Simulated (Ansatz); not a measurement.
C₆H: geometry relaxation (part 3 of 3)

Continued. System: C₆H (slab, 7 atoms in the cell). Method: DFT PBE+D3(BJ), scalar-relativistic, plane waves, PAW, spin-polarised (Ansatz 0.2.0); cutoff 420 eV, 12×12×1 k-mesh, Gaussian smearing of 0.05 eV, collinear spins. The structure derives from an entry of the Crystallography Open Database. The input holds or restrains some coordinates. Forces given for the steps count only the free coordinates. It belongs to a series of runs on one base structure; here: H put at a top C site.

Geometry of the input (Å; fractional positions):
```
2.4650  0.0000  0.0000
-1.2325  2.1348  0.0000
0.0000  0.0000  25.6987
C  0.6667  0.3333  0.3308
C  0.3333  0.6667  0.3308
C  0.3333  0.6667  0.4611
C  0.0000  0.0000  0.4611
C  0.0000  0.0000  0.5914
C  0.6667  0.3333  0.5914
H  0.6667  0.3333  0.6334
```

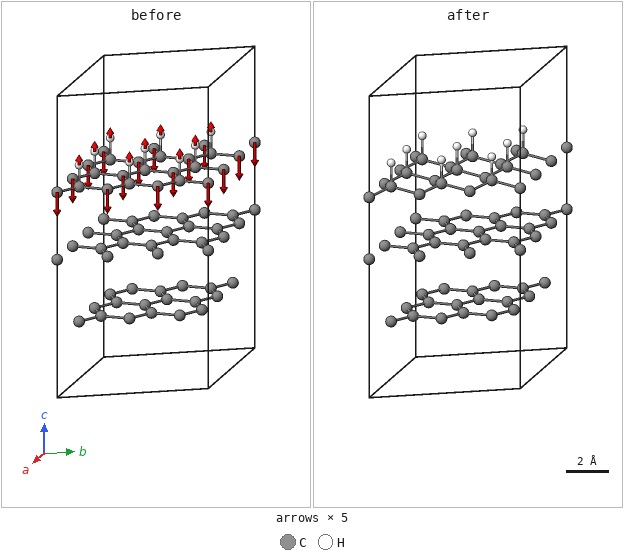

Figure 1. Before (left) and after (right) the restrained relaxation, at one scale (ball-and-stick view of the 3 × 3 repeat of the cell, with the vacuum cut short, seen slightly off an axis). The red arrows give the displacements, magnified 5 times. The atom that moves furthest is C5 (0.25 Å). Largest moves by element: C 0.25 Å, H 0.11 Å. The cell doesn't change. Among the contacts that change: C6–H7 1.080 → 1.174 Å, C5–C6 1.423 → 1.447 Å. Among the angles that change: C5–C6–H7 90.1° → 100.5°, C6–C5–C6 120.0° → 116.8°. After 6 geometry steps the energy has fallen by 81.2 meV per atom. Largest force component: 3 eV/Å at the start, 0.0072 eV/Å at the end. The line search rejected the trial step at point 4 (counted from 0) and went back. (Atoms are counted from 1 in the order of the input.)

```
WARN: The output density's exchange-correlation potential varies sharply where the density is thin. Do not read a vacuum level from v_tot or v_xc, or from such a field of the output density. On a cell that repeats whose density bears no net charge and no dipole along the vacuum's axis use v_es (v_loc + v_h of the components); under efield.dipole_correction with no amplitude use v_es + v_field, which holds any external_charges[].barrier, or the levels of the report's work_function block, which leave it out; under a non-zero efield.amplitude the vacuum is tilted and has no level; on a cell that repeats and bears such a dipole with no correction it is tilted too, and efield.dipole_correction with no amplitude gives each side of its ramp a level where efield: is served; in a cell that repeats whose density bears a net charge (total_charge, or a fill off its count) it is curved and has none; of a slab under crystal.periodic whose density bears no net charge use v_es, which has a level on each side, short of where the two are joined; of another it falls or rises all the way out and has none; of a slab beside external_charges read slab_vacuum_level instead, which it has where they leave it neutral. The grid or the basis barely resolves most such structure, and the values can differ between equally converged runs; as a rule a tighter scf.convergence.dr2_threshold does not remove it. Where the density itself ripples (under the LDA too) a higher basis.ecutwfc lessens it. The files hold the spikes' plane waves up to the density's cutoff. Files: v_tot_of_output_density and the like, and their columns of v_z.tsv (output.write_potential); v_xc_of_output_density and the like, and their columns of v_comp_z.tsv (output.write_potential_components). Measured: with its Gaussian average of σ = 0.25 Å subtracted twice, the exchange-correlation potential is over 0.1 eV at 28 of the grid points where the equally averaged density (valence and model cores) is under 1e-3 e/Å³, and 0.151 eV at the most among them, at an averaged density of 1.3e-7 e/Å³. The input density's (outcome.potential() and, of a run that writes arrays, v_tot and v_xc) is over 0.1 eV, so measured, at 165 points of its own thin density, 0.587 eV at the most. See output.write_potential in the manual, Limitations
SCF converged after 9 iterations
Magnetization: 0.0000 μB (12.5000 up, 12.5000 down)
Absolute magnetization: 0.0000 μB (∫|ρ↑−ρ↓|, with the PAW one-centre terms)
Spin contamination: 0.0000 ħ² per cell (⟨S²⟩ above its minimum at these occupations)
Per-site moments (μB) at R_I (Å): [(5.3806422867713086e-8, 0.5870691369919443), (-2.7943811098989426e-8, 0.5870691369919443), (1.8528813109494553e-8, 0.5870752736641265), (-1.5243829457818213e-8, 0.5870752736641265), (-2.458505099023552e-7, 0.5970277825685301), (1.9775875937101596e-7, 0.4843118184779188), (-1.317368907421104e-7, 0.4843118184779188)]
Free energy (F): -1520.382409 eV
Harris-Foulkes:  -1520.382409 eV  (|F-HF|=2.49e-10)
Internal energy: -1520.381416 eV  (E = F + TS)
E sigma→0 (E₀):  -1520.381913 eV
Entropy (-TS):   -0.000993 eV (-0.142 meV/atom)
Fermi energy:    0.522208 eV
Dipole field:    D = 0.015433 V/Å  (p = 0.011534 e·Å, saw-weighted, corrected)
Work function:   Φ+ = 3.8689 eV   Φ− = 4.2655 eV
Levels:          The Fermi level and band energies are counted from a zero that moves with the ramp; work functions are not
--- Per-component energies (eV) ---
  E_band       = -217.133445
  E_kinetic    = 562.530413
  E_local      = -18664.642233  (includes V_loc(G=0)·N_el)
  E_nonlocal   = 165.502414
  E_hartree    = 9065.014130
  E_xc         = -297.665853
  E_vxc        = -369.157067  (∫ρ·V_xc dr)
  E_paw        = -596.648449  (= ΣΔE_a)
  E_vpaw       = -41.544692  (= ΣTr[D̂ρ^β])
  E_aug_tail   = -0.001154  (compensation charges beyond the density's cutoff)
  E_efield     = 0.000089  (sawtooth field / dipole correction)
  E_vefield    = 0.150220  (∫n·V_field dr)
  E_ewald      = 8246.381078
  E_disp       = -0.851853  (pairwise vdW)
  E_smearing   = -0.000993  (= −TS)
  E_closure    = -0.000000  (closes the sum)
  Σ components = -1520.382409   (vs F -1520.382409, Δ=0.00e0)
--- Forces (eV/Å), atoms counted from 1 ---
  atom   1  C     -0.00000000    -0.00000000     0.01378811
  atom   2  C      0.00000000     0.00000000    -0.01194037
  atom   3  C     -0.00000000    -0.00000000    -0.00722533
  atom   4  C      0.00000000     0.00000000     0.00708051
  atom   5  C     -0.00000000    -0.00000000    -0.00421351
  atom   6  C      0.00000000     0.00000000    -0.00157638
  atom   7  H     -0.00000000     0.00000000     0.00408725
  max |Σ_I F_I| component: 2.71e-7 eV/Å
--- Band table (eV; the first three rows and the last of 38) ---
  k-point 0 ↑: bands = ["-19.8054", "-19.1385", "-18.9682", "-9.9799", "-7.5833", "-6.6443", "-2.6184", "-2.6184", "-2.5183", "-2.5183", "-2.4406", "-2.4406", "-0.3927", "3.7331", "4.1047", "4.8093", "5.3866", "6.4762", "6.6652", "8.1612"]
  k-point 1 ↑: bands = ["-19.6372", "-18.9739", "-18.8048", "-9.8072", "-7.3863", "-6.4532", "-3.2727", "-3.1800", "-3.1700", "-2.9584", "-2.8574", "-2.7852", "-0.2006", "3.9152", "4.3266", "5.0141", "5.5920", "6.6408", "6.8719", "8.0963"]
  k-point 2 ↑: bands = ["-19.1348", "-18.4820", "-18.3164", "-9.3036", "-6.8009", "-5.8872", "-4.9620", "-4.9021", "-4.8087", "-3.7544", "-3.6519", "-3.5881", "0.2662", "4.3847", "4.9906", "5.5995", "6.2000", "7.0629", "7.4775", "8.1351"]
  k-point 18 ↓: bands = ["-13.1188", "-12.4019", "-12.1973", "-12.1691", "-12.0808", "-12.0669", "-10.1498", "-10.1286", "-10.0503", "-4.9914", "-0.4681", "0.1273", "0.5103", "0.7742", "0.7944", "8.3552", "8.4688", "11.0538", "11.1429", "11.4726"]
--- Relaxed structure (7 steps of the walk, 6 accepted, 0 SCFs on fresh bases) ---
  F+E_penalty+E_count = -1520.38240912 eV   max|allowed force component| = 7.225e-3 eV/Å
  atoms:
    - { symbol: C, position: [0.6666666666666667, 0.33333333333333337, 0.3307558716] }
    - { symbol: C, position: [0.33333333333333326, 0.6666666666666669, 0.3308185209] }
    - { symbol: C, position: [0.33333333333333326, 0.6666666666666669, 0.46181395657387836] }
    - { symbol: C, position: [-9.214977354342716e-17, 5.655588149928708e-18, 0.4620748080674752] }
    - { symbol: C, position: [-9.623841771104037e-17, 1.5669439823708202e-18, 0.5817149779236039] }
    - { symbol: C, position: [0.6666666666666667, 0.33333333333333337, 0.5919589071597477] }
    - { symbol: H, position: [0.6666666666666667, 0.33333333333333337, 0.6376456031037268] }
--- Löwdin populations: 7 sites ---
  site symbol       q [e]    m [muB]
     0      C      3.9650     0.0000
     1      C      3.9592    -0.0000
     2      C      3.9686     0.0000
     3      C      3.9586    -0.0000
     4      C      3.9699    -0.0000
     5      C      4.0996     0.0000
     6      H      0.8370    -0.0000
  spilling = 0.009681 (of n_electrons = 25.000000)
```

File populations.tsv
```
# site	symbol	l	j	q_up	q_dn
# orbitals = lowdin
# n_electrons = 25.000000
# spilling = 0.009681
0	C	0_2S	-	0.453859	0.453859
0	C	1_2P	-	1.528641	1.528641
1	C	0_2S	-	0.454383	0.454383
1	C	1_2P	-	1.525241	1.525241
2	C	0_2S	-	0.453481	0.453481
2	C	1_2P	-	1.530805	1.530805
3	C	0_2S	-	0.454575	0.454575
3	C	1_2P	-	1.524731	1.524731
4	C	0_2S	-	0.475588	0.475588
4	C	1_2P	-	1.509379	1.509379
5	C	0_2S	-	0.460807	0.460807
5	C	1_2P	-	1.588984	1.588983
6	H	0_1S	-	0.418509	0.418509
```

Trajectory as extended XYZ (Å, eV, eV/Å), 7 frames, from step=1 to step=7
```
7
Lattice="2.4650 0.0000 0.0000 -1.2325 2.1348 0.0000 0.0000 0.0000 25.6987" Properties=species:S:1:pos:R:3:forces:R:3 step=1 energy=-1519.81390
C     1.2325    0.7116    8.5000    0.0000   0.0000   0.0134
C     0.0000    1.4232    8.5016    0.0000   0.0000  -0.0180
C     0.0000    1.4232   11.8486    0.0000   0.0000   0.0084
C     0.0000    0.0000   11.8502    0.0000   0.0000   0.0086
C     0.0000    0.0000   15.1971    0.0000   0.0000  -3.0067
C     1.2325    0.7116   15.1987    0.0000   0.0000   0.1565
H     1.2325    0.7116   16.2787    0.0000   0.0000   2.8380
7
Lattice="2.4650 0.0000 0.0000 -1.2325 2.1348 0.0000 0.0000 0.0000 25.6987" Properties=species:S:1:pos:R:3:forces:R:3 step=2 energy=-1520.15326
C     1.2325    0.7116    8.5000    0.0000   0.0000   0.0273
C     0.0000    1.4232    8.5016    0.0000   0.0000  -0.0068
C     0.0000    1.4232   11.9340    0.0000   0.0000  -0.0622
C     0.0000    0.0000   11.9356    0.0000   0.0000  -0.0046
C     0.0000    0.0000   15.0768    0.0000   0.0000  -2.0998
C     1.2325    0.7116   15.1745    0.0000   0.0000   0.7305
H     1.2325    0.7116   16.3017    0.0000   0.0000   1.4157
7
Lattice="2.4650 0.0000 0.0000 -1.2325 2.1348 0.0000 0.0000 0.0000 25.6987" Properties=species:S:1:pos:R:3:forces:R:3 step=3 energy=-1520.31569
C     1.2325    0.7116    8.5000    0.0000   0.0000  -0.0068
C     0.0000    1.4232    8.5016    0.0000   0.0000  -0.0234
C     0.0000    1.4232   11.7837    0.0000   0.0000   0.0902
C     0.0000    0.0000   11.7931    0.0000   0.0000  -0.0166
C     0.0000    0.0000   14.9557    0.0000   0.0000   1.3104
C     1.2325    0.7116   15.3024    0.0000   0.0000  -0.9434
H     1.2325    0.7116   16.4943    0.0000   0.0000  -0.4105
7
Lattice="2.4650 0.0000 0.0000 -1.2325 2.1348 0.0000 0.0000 0.0000 25.6987" Properties=species:S:1:pos:R:3:forces:R:3 step=4 energy=-1520.37955
C     1.2325    0.7116    8.5000    0.0000   0.0000   0.0085
C     0.0000    1.4232    8.5016    0.0000   0.0000  -0.0170
C     0.0000    1.4232   11.8394    0.0000   0.0000  -0.0024
C     0.0000    0.0000   11.8444    0.0000   0.0000   0.0268
C     0.0000    0.0000   14.9857    0.0000   0.0000  -0.1758
C     1.2325    0.7116   15.2338    0.0000   0.0000   0.3127
H     1.2325    0.7116   16.4200    0.0000   0.0000  -0.1527
7
Lattice="2.4650 0.0000 0.0000 -1.2325 2.1348 0.0000 0.0000 0.0000 25.6987" Properties=species:S:1:pos:R:3:forces:R:3 step=5 energy=-1520.37859 accepted=F
C     1.2325    0.7116    8.5000    0.0000   0.0000   0.0285
C     0.0000    1.4232    8.5016    0.0000   0.0000  -0.0013
C     0.0000    1.4232   11.9617    0.0000   0.0000  -0.0863
C     0.0000    0.0000   11.9684    0.0000   0.0000   0.0138
C     0.0000    0.0000   14.9282    0.0000   0.0000   0.0024
C     1.2325    0.7116   15.1919    0.0000   0.0000   0.0896
H     1.2325    0.7116   16.3691    0.0000   0.0000  -0.0467
7
Lattice="2.4650 0.0000 0.0000 -1.2325 2.1348 0.0000 0.0000 0.0000 25.6987" Properties=species:S:1:pos:R:3:forces:R:3 step=6 energy=-1520.38235
C     1.2325    0.7116    8.5000    0.0000   0.0000   0.0132
C     0.0000    1.4232    8.5016    0.0000   0.0000  -0.0124
C     0.0000    1.4232   11.8646    0.0000   0.0000   0.0128
C     0.0000    0.0000   11.8722    0.0000   0.0000  -0.0090
C     0.0000    0.0000   14.9558    0.0000   0.0000  -0.0132
C     1.2325    0.7116   15.2177    0.0000   0.0000   0.0399
H     1.2325    0.7116   16.3939    0.0000   0.0000  -0.0314
7
Lattice="2.4650 0.0000 0.0000 -1.2325 2.1348 0.0000 0.0000 0.0000 25.6987" Properties=species:S:1:pos:R:3:forces:R:3 step=7 energy=-1520.38241
C     1.2325    0.7116    8.5000    0.0000   0.0000   0.0138
C     0.0000    1.4232    8.5016    0.0000   0.0000  -0.0119
C     0.0000    1.4232   11.8680    0.0000   0.0000  -0.0072
C     0.0000    0.0000   11.8747    0.0000   0.0000   0.0071
C     0.0000    0.0000   14.9493    0.0000   0.0000  -0.0042
C     1.2325    0.7116   15.2126    0.0000   0.0000  -0.0016
H     1.2325    0.7116   16.3867    0.0000   0.0000   0.0041
```

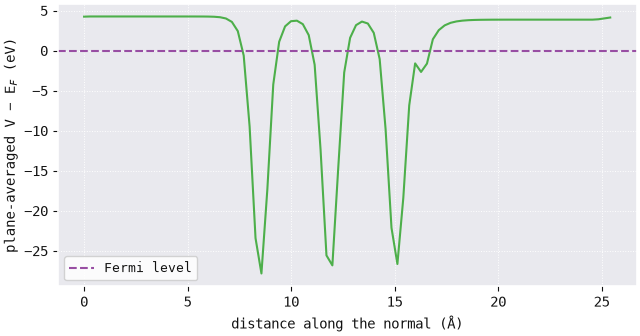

Figure 2. Plane average of the electrostatic potential energy of an electron across the cell, from the Fermi level. The vacuum level lies 3.87 eV above the Fermi level on the upper side and 4.27 eV on the lower.

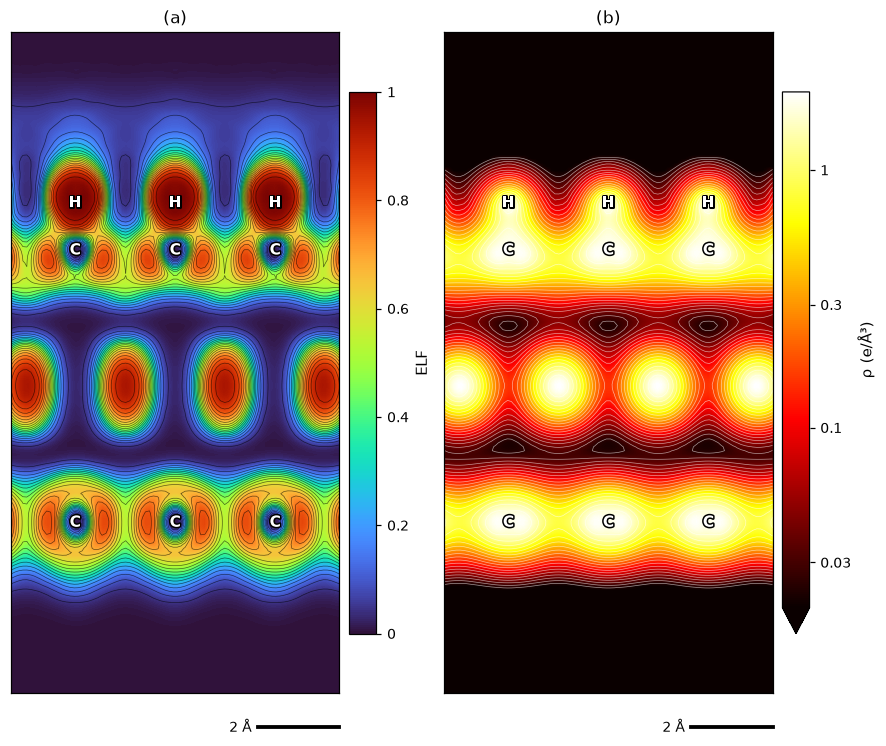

Figure 3. (a) ELF; (b) valence electron density on the (100) plane of the calculation cell, a cut from vacuum to vacuum. Atoms in the plane: C and H. The density dies away to nearly zero in the vacuum. Core electrons are frozen (PAW), so the fields are smoothed inside the atomic spheres.

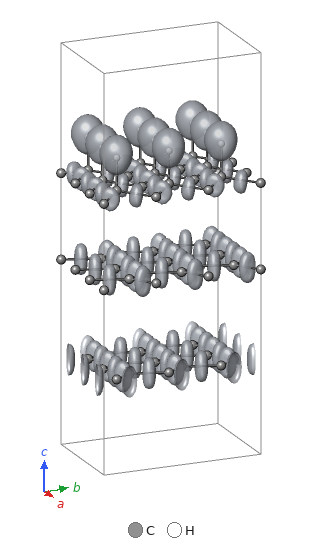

Figure 4. Isosurface of the electron localisation function at 0.85 (grey), seen slightly off an axis. Core shells and regions of very low density are left out. Sticks mark near contacts. The ELF exceeds this value in nine regions between bonded C–C atoms (shared pairs) and one region around a hydrogen nucleus, counted in one cell of 7 atoms.  Values along the shortest contacts: C–H (1.17 Å): the ELF climbs to about 1 towards the hydrogen (a covalent bond by its length).

Summary

```tsv
quantity	value
outcome	converged under the restraints of the input
electrons treated	25
free energy	−1520.3824 eV
work function, top face	3.87 eV
work function, bottom face	4.27 eV
Fermi energy	0.522 eV
gap on the k-point mesh	none (metallic)
net moment of the cell	0.00 μB
integrated absolute moment	0.00 μB
final volume	135.24 Å³
work function (upper face)	3.87 eV
largest force (length of the vector) at the end, held atoms and coordinates included	0.014 eV/Å
hardware	1 thread of Arm Neoverse N1, 24 GiB of memory available, shared host
wall time	4.5 min
peak memory	0.41 GiB
```

Warnings of the run: some starting moments were not kept; the exchange-correlation potential is rough where the density is thin.
